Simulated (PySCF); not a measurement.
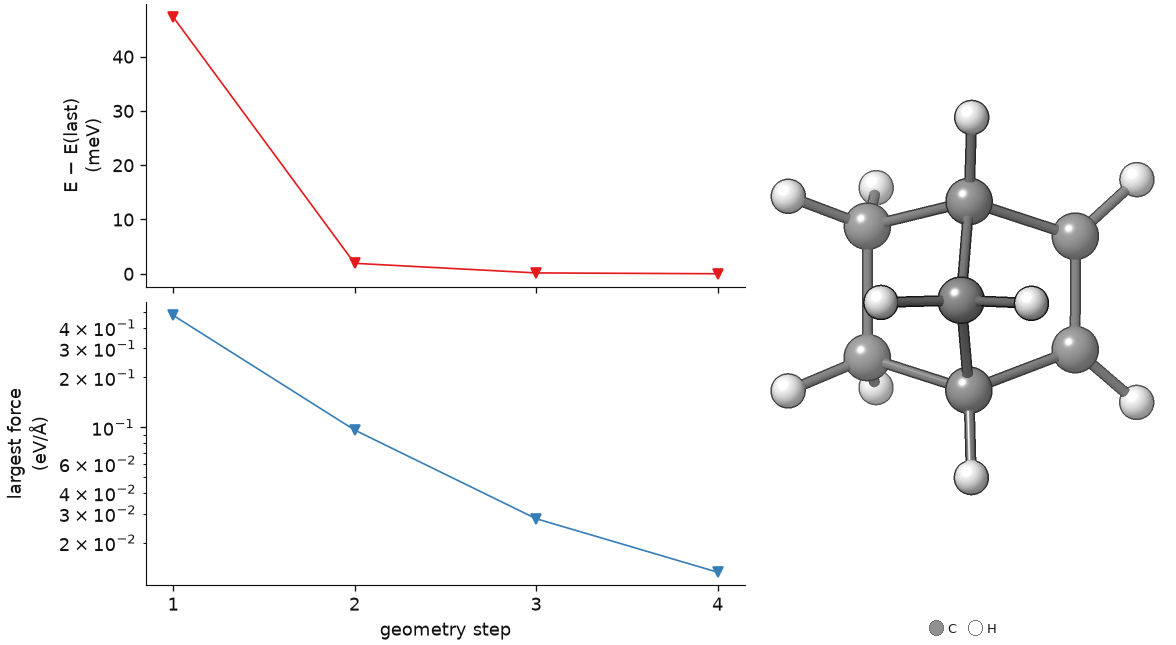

Beside the plot: the molecule at the start.

History of a geometry optimisation.

- system: norbornene (SMILES C1=C[C@H]2CC[C@@H]1C2)
- method: PBE0-D3(BJ)/def2-SVP, geometry optimisation (PySCF)

How did the optimisation end?

The optimisation met its thresholds at geometry 4, counting the start as the first. The energy fell by about 47 meV from the first step to the last. The largest force goes from about 0.47 eV/Å at the start to 0.013 eV/Å at the end.
